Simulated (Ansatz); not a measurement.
## Run report: Rh, single-point calculation

Rh (P6₃/mmc, 2 atoms in the cell), computed with DFT r2SCAN, scalar-relativistic, plane waves, PAW, no spin polarisation (Ansatz 0.2.0).

The structure derives from a Materials Project entry. Figures and captions count atoms from 1; the log counts them from 0 in places.

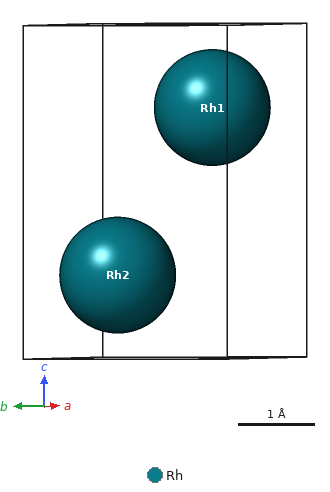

The input geometry (spheres-only view of the cell of the calculation, seen at an oblique angle; atoms are numbered from 1 in the order of the input). An atom can appear more than once, as a periodic image.

### Results in brief

| quantity | value |
| --- | --- |
| outcome | converged |
| space group (tolerance 0.01 Å) | P6₃/mmc (194) |
| electrons treated | 34 |
| free energy | −12830.4377 eV |
| Fermi energy | 21.188 eV |
| gap on the k-point mesh | none (metallic) |
| pressure | −9.64 GPa |
| largest force (length of the vector) | under 0.001 eV/Å |
| hardware | 1 thread of Intel Xeon (Sapphire Rapids), 32 GiB of memory available, shared host |
| wall time | 16 s |
| peak memory | 0.52 GiB |

### Notes

The cell is under a tension of 9.6 GPa at this level, so it is not at its equilibrium volume.

### The input
```yaml
crystal:
  lattice:
    - [2.7309790422, 0.0, 0.0]
    - [-1.3654895211, 2.3650972278, 0.0]
    - [0.0, 0.0, 4.428489]
  atoms:
    - { symbol: Rh, position: [0.6666666667, 0.3333333333, 0.75] }
    - { symbol: Rh, position: [0.3333333333, 0.6666666667, 0.25] }
basis:
  ecutwfc: 500
kpoints:
  mp_grid: { grid: [18, 18, 12] }
hamiltonian:
  xc: r2scan
scf:
  occupations: { method: gaussian, width: 0.15 }
output:
  forces: true
  stress: true
  eigenvalues: true
  write_density: true
  write_potential: true
  elf: true
  volumetric_format: npy
```

Launch command:
```bash
ansatz run input.yaml --threads 1 --pin off --max-ram 2560MiB --backend cpu --events-out ev --progress --plain --runs-dir out
```

### Log
```
Engine: ansatz 0.2.0, x86_64-unknown-linux-gnu
Pseudopotentials: kind: paw
Pseudopotential: Rh, paw, valence charge 17, recommended cutoff 500 eV (meta_gga), Rh.paw.azcp
Functional definition: r2SCAN
  parameter k0 = 0.174
  parameter k1 = 0.065
  parameter a1 = 4.9479
  exchange = r2scan_x(k0 = k0, k1 = k1, a1 = a1)
  correlation = r2scan_c
Crystal: 2 atoms, lattice volume = 28.604 Å³
Basis set: ecut = 500 eV, 713 PW (Γ), exchange–correlation on 80×80×144 points (64 copies of the dense FFT grid, shifted against one another)
Bands: 21, of which v1, the nominal top of the filled ones, is band 17 counted from 1 (16 counted from 0)
Symmetry: 24 space group operations
Space group: P63/mmc (ITA 194), of the structure as read, at distance tolerance 3.1e-5 Å
k-points: 259 of 3888
Non-local potential: Rh, projectors of the file, l = 0: 3, l = 1: 2, l = 2: 2, l = 3: 1
PAW form: soft (Blöchl's): semilocal exchange-correlation on the pseudo side does not see the compensation charge
PAW frozen core: Rh, regenerated for the run's functional (the file was generated under x = pbe(κ = 0.804, μ = 0.2195149727645171), c = pbe(β = 0.06672455060314922))
PAW one-centre angular grid: Rh, 590 points (default); XC on 160 Gauss nodes
Initial density: superposition of atomic densities (neutral atoms: chi_scale 0, normalization atom), corrected by the library's trained network
Initial wavefunctions: pseudopotential atomic-orbital guess
Functional: x = r2scan, c = r2scan; τ floored in thin density (d = 2e-4 eV/Å³)
SCF iter   1: F=—  HF=-12830.415753 eV  |F-HF|=—  |Δ(HF+E_count)|=         —  Δρ=1.10e-2  dr2=8.28e-3  dr2_τ=1.10e-2  ethr=1.77e-3  ⟨swp⟩=4.9  Hψ=21546  notcnv=0
preconditioner: auto → none  [metal: Δε(μ)=0.001 eV  Ē_g=7.576 eV  σ=0.150 eV  W_gap=0.00  n_scr=8 (ndim 8)  ℏωp=29.5 eV  f_vac=0.000  D(μ)=3.35/eV (n_scr^D=42)  sad-step TF]
SCF iter   2: F=—  HF=-12830.435642 eV  |F-HF|=—  |Δ(HF+E_count)|=   1.99e-2  Δρ=6.53e-3  dr2=3.78e-3  dr2_τ=4.71e-4  ethr=2.44e-5  ⟨swp⟩=2.0  Hψ=9831  notcnv=0
SCF iter   3: F=—  HF=-12830.437883 eV  |F-HF|=—  |Δ(HF+E_count)|=   2.24e-3  Δρ=1.95e-3  dr2=9.98e-4  dr2_τ=1.22e-4  ethr=1.11e-5  ⟨swp⟩=2.0  Hψ=7855  notcnv=0
SCF iter   4: F=—  HF=-12830.437678 eV  |F-HF|=—  |Δ(HF+E_count)|=   2.05e-4  Δρ=3.95e-4  dr2=1.21e-5  dr2_τ=1.32e-5  ethr=2.94e-6  ⟨swp⟩=2.8  Hψ=9951  notcnv=0
SCF iter   5: F=—  HF=-12830.437710 eV  |F-HF|=—  |Δ(HF+E_count)|=   3.18e-5  Δρ=1.57e-4  dr2=2.05e-6  dr2_τ=5.45e-7  ethr=3.56e-8  ⟨swp⟩=2.6  Hψ=10054  notcnv=0
SCF iter   6: F=—  HF=-12830.437725 eV  |F-HF|=—  |Δ(HF+E_count)|=   1.51e-5  Δρ=2.73e-5  dr2=1.13e-7  dr2_τ=1.58e-8  ethr=6.02e-9  ⟨swp⟩=2.0  Hψ=9447  notcnv=0
SCF iter   7: F=-12830.437725 eV  HF=-12830.437725 eV  |F-HF|=6.18e-8  |Δ(HF+E_count)|=   1.49e-7  Δρ=1.18e-5  dr2=3.23e-8  dr2_τ=1.22e-9  ethr=2.94e-10  ⟨swp⟩=8.9  Hψ=36576  notcnv=0
SCF 1 converged in 7 iterations: F = -12830.437725 eV  dr2 = 3.23e-8
  greatest PAW one-centre occupation: 1.000 electrons in one spin orbital (limit 2), on the Rh atom at site 1 (counted from 0), in its partial waves of l = 0
SCF converged after 7 iterations
Free energy (F): -12830.437725 eV
Harris-Foulkes:  -12830.437725 eV  (|F-HF|=6.18e-8)
Internal energy: -12830.400257 eV  (E = F + TS)
E sigma→0 (E₀):  -12830.418991 eV
Entropy (-TS):   -0.037469 eV (-18.734 meV/atom)
Fermi energy:    21.188493 eV
--- Per-component energies (eV) ---
  E_band       = -236.953399
  E_kinetic    = 1143.883357
  E_local      = -3226.124633  (includes V_loc(G=0)·N_el)
  E_nonlocal   = 711.044837
  E_hartree    = 1133.954398
  E_xc         = -432.495119
  E_vxc        = -626.618558  (∫ρ·V_xc dr)
  E_paw        = -7208.425457  (= ΣΔE_a)
  E_vpaw       = -549.490644  (= ΣTr[D̂ρ^β])
  E_aug_tail   = 0.001376  (compensation charges beyond the density's cutoff)
  E_vtau       = 42.437052  (kinetic-family band-sum trace: ∫τ·v_τ [+ j·A + Jᵃ·Aᵃ] dr)
  E_ewald      = -4951.499097
  E_core_change = -0.739919  (= ΣΔE_core)
  E_smearing   = -0.037469  (= −TS)
  E_closure    = 0.000000  (closes the sum)
  Σ components = -12830.437725   (vs F -12830.437725, Δ=0.00e0)
--- Forces (eV/Å), atoms counted from 1 ---
  atom   1  Rh    -0.00000000     0.00000000    -0.00000000
  atom   2  Rh     0.00000000    -0.00000000     0.00000000
  max |Σ_I F_I| component: 2.31e-18 eV/Å
--- Stress (GPa, compression-positive) ---
       -9.059476      -0.000000      -0.000000
       -0.000000      -9.059476      -0.000000
       -0.000000      -0.000000     -10.806358
  P = ⅓ Tr σ = -9.6418 GPa (-96.418 kbar)
--- Band table (eV; the first three rows and the last of 259) ---
  k-point 0: bands = ["-59.9022", "-59.7952", "-27.2908", "-26.6865", "-26.6865", "-26.6008", "-26.5881", "-26.5881", "13.2375", "15.1094", "18.1433", "18.2353", "18.2353", "18.7314", "18.7314", "19.3281", "19.3281", "21.3180", "21.3180", "22.1007", "29.8457"]
  k-point 1: bands = ["-59.9004", "-59.7971", "-27.2794", "-26.6849", "-26.6849", "-26.6130", "-26.5898", "-26.5898", "13.3090", "15.1284", "18.1160", "18.2026", "18.2026", "18.6996", "18.6996", "19.4064", "19.4064", "21.3139", "21.3139", "21.8127", "30.2225"]
  k-point 2: bands = ["-59.8951", "-59.8024", "-27.2459", "-26.6800", "-26.6800", "-26.6485", "-26.5947", "-26.5947", "13.5189", "15.1803", "18.0411", "18.1338", "18.1338", "18.6122", "18.6122", "19.6089", "19.6089", "21.0925", "21.2942", "21.2942", "31.2086"]
  k-point 258: bands = ["-59.7736", "-59.7736", "-27.1379", "-27.1379", "-26.9896", "-26.9896", "-26.7228", "-26.7228", "16.4544", "16.4544", "17.0275", "17.0275", "18.1216", "18.1216", "19.3740", "19.3740", "21.3941", "21.3941", "28.8609", "28.8609", "30.9503"]
```

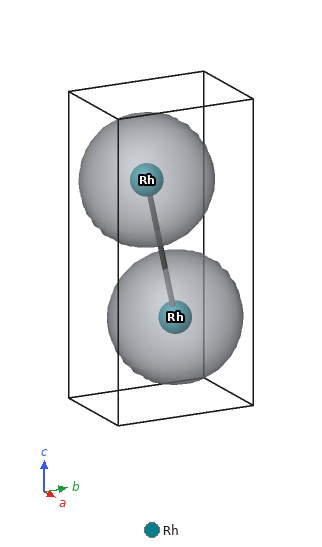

Isosurface of the valence charge density (pseudo) at 0.8 e/Å³ (grey), seen slightly off an axis. Sticks mark near contacts. The outline is the cell set on symmetry axes. At this value the density breaks into separate islands; it holds about 80 % of the electrons treated as valence (semicore included). It is pinched off along the Rh–Rh (2.72 Å) contacts. On the grid the lowest density along these lines, outside the cores, is 0.35 e/Å³ (Rh–Rh, 2.72 Å). In a PAW calculation such maps are meaningful between the atoms, not at the nuclei.

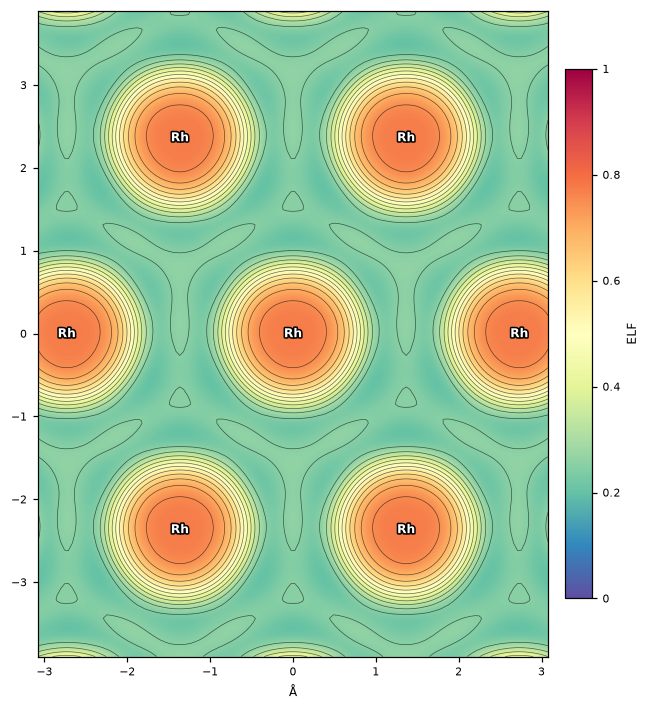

ELF on the (001) plane of the conventional cell. Atoms in the plane: Rh. Rh–Rh (2.73 Å): the ELF is about 0.25 at the midpoint; no shared electron pair. The strong features right at Rh lie inside the PAW spheres (semicore, d or f shells) and say nothing about bonding.

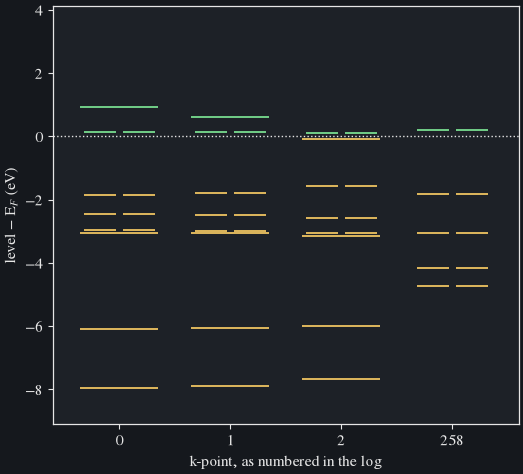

Kohn–Sham levels near the Fermi level (dotted) at the few k-points that the log prints; levels within 0.02 eV of each other stand side by side. The system is metallic on the full mesh.
